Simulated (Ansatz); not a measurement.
**HfO2: density, localisation and related maps**

Input file:

```
crystal:
  lattice:
    - [0.086128, 2.619063, 2.61639]
    - [2.57235, 0.112417, 2.5901]
    - [2.60518, 2.625604, 0.079587]
  atoms:
    - { symbol: Hf, position: [0.0, 0.0, 0.0] }
    - { symbol: O, position: [0.75, 0.75, 0.75] }
    - { symbol: O, position: [0.25, 0.25, 0.25] }
hamiltonian:
  xc: pbe
  pseudopotentials: { kind: nc_fr, accuracy: stringent }
  dispersion: d3bj
magnetization:
  noncollinear: true
  spin_orbit: true
kpoints:
  mp_grid: { grid: [7, 7, 7] }
scf:
  occupations: { method: fermi_dirac, width: 0.025 }
output:
  forces: true
  stress: true
  eigenvalues: true
  write_density: true
  write_potential: true
  elf: true
  volumetric_format: npy
```

Command:

```sh
ansatz run input.yaml --threads 2 --pin off --max-ram 5120MiB --backend cpu --events-out ev --progress --plain --runs-dir out
```

Below, planes, directions and counts refer to the conventional cell (a = 3.53 Å, b = 3.55 Å, c = 3.65 Å, α = 61.78°, β = 62.04°, γ = 60.63°).

Space group P-1; changed on purpose from its base cell (cell strained at random at fixed volume); not relaxed (largest force 0.3 eV/Å); computed pressure about −6 GPa in this cell.

Level of theory: Kohn-Sham DFT of a periodic cell, PBE with D3(BJ), spin-orbit coupling, PseudoDojo stringent (Ansatz 0.2.0).

The density is the valence pseudo-density of a pseudopotential calculation; it isn't the true density close to the nuclei.

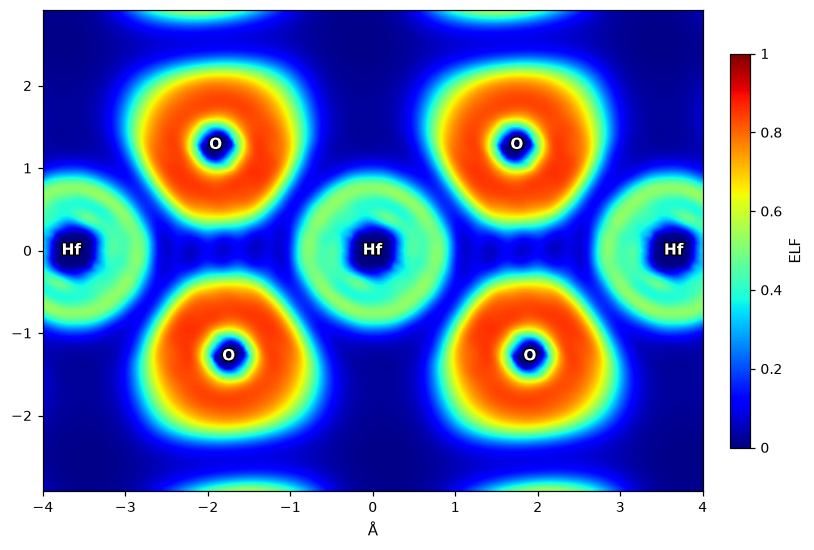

Figure 1. Electron localisation function on the (11̄0) plane of the conventional cell.

Question: Interpret the plot.

Answer:
- The section cuts through Hf and O sites.
- Hf–O (2.17 Å): the ELF peaks at about 0.85 in the valence shell of O, 0.6 Å from its nucleus, and drops to about 0.15 between the two atoms; no shared electron pair shows on this line.
- Hf–O (2.30 Å): the ELF is about 0.15 at the midpoint (no shared electron pair shows on this line).
- The features right at Hf lie inside the core regions, where the map follows smoothed inner orbitals and isn't to be read closely.

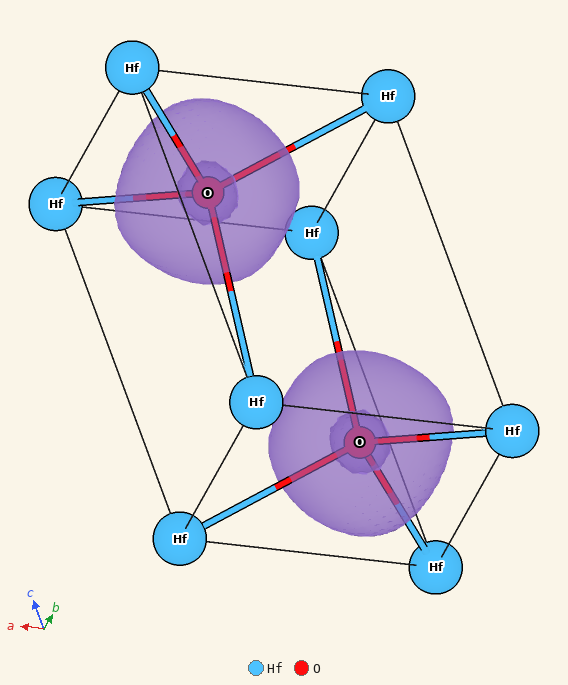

Figure 2. Isosurface of the electron localisation function at 0.6 (purple), seen at an oblique angle. Only the valence region is drawn (cores and ρ < 0.01 e/Å³ removed). Sticks mark near contacts.

Question: Identify the bonds, lone pairs and shells in this picture.

Answer: At this value the surface marks out two regions wrapped around O (the valence shell of each), counted in one cell of 3 atoms. Regions shared between cells count once.

Question: Does the calculation make it a metal, or give it a gap?

Answer: It is gapped, with a Kohn–Sham gap of 3.9 eV on the k-point mesh, an upper bound to the gap of this method.
